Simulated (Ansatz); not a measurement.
Structure data:

```xyz
2
Lattice="2.9247 0.0000 0.0000 0.0000 2.9247 0.0000 0.0000 0.0000 2.9247" Properties=species:S:1:pos:R:3 pbc="T T T"
Ti    0.0000    0.0000    0.0000
Al    1.4624    1.4624    1.4624
```

Characterise the structure given above.

Answer. The formula is TiAl. The symmetry is that of Pm-3m (No. 221), on a primitive cubic lattice. It belongs to the family called caesium chloride (CsCl, B2) type. With Z = 1, the cell contains 1 Ti, 1 Al. Around each Ti lie eight Al in a cubic arrangement at 2.53 Å. The Al atoms are each bonded to eight Ti in a cubic arrangement at 2.53 Å. Not all metal-metal contacts are counted. The bonds build a three-dimensional framework.

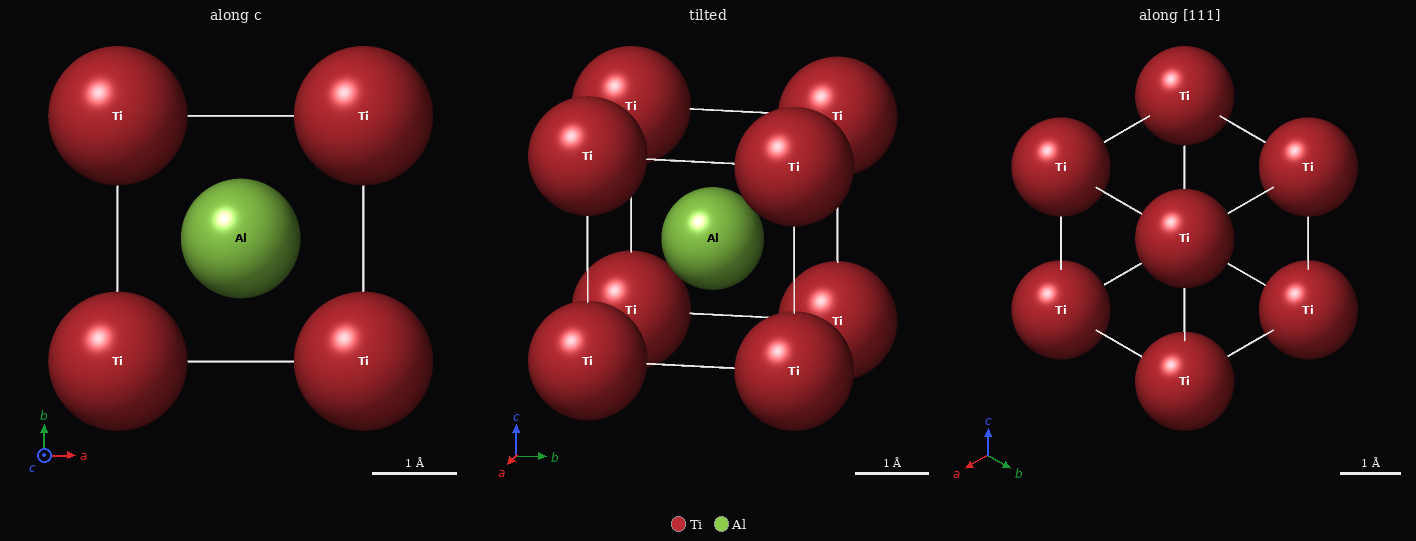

This spheres-only model is shown along the c axis, slightly off an axis and along [111]. The parallelepiped is the conventional unit cell. Colours: titanium red, aluminium green.

Provenance: a structure listed in the Materials Project. The cell was then strained or its atoms displaced on purpose. It went into a calculation with Ansatz.

At this level of theory the cell isn't at rest (compressed, at 47 GPa), so its distances can differ from those at equilibrium, the more so the softer the solid.
